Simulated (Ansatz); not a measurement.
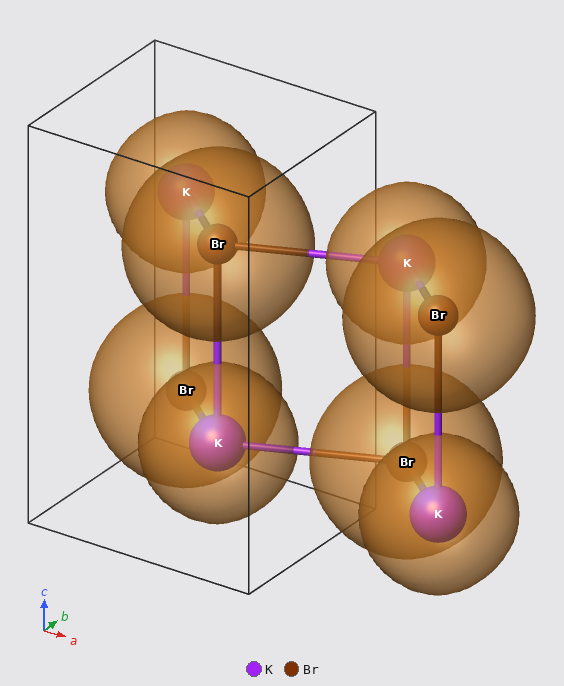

The picture shows: KBr. Isosurface of the valence electron density at 0.1 e/Å³ (orange), seen slightly off an axis. Sticks mark near contacts.

Space group P6₃/mmc; a generated structure, not necessarily the stable one.

Method: DFT PBE, scalar-relativistic, plane waves, PAW (Ansatz).

In a PAW calculation such maps are meaningful between the atoms, not at the nuclei.

What does this surface tell about the bonding?

At this value the density breaks into separate islands; it holds about 90 % of the electrons treated as valence (semicore included). It bridges none of the near contacts. It is pinched off along the shortest K–Br (3.28 Å) and K–Br (3.32 Å) contacts. On the grid the lowest density along these lines, outside the cores, is 0.08 e/Å³ (K–Br, 3.28 Å) and 0.07 e/Å³ (K–Br, 3.32 Å).

Metal or insulator at this level of theory?

It is gapped, with a Kohn–Sham gap of 4.1 eV on the k-point mesh, an upper bound to the gap of this method.
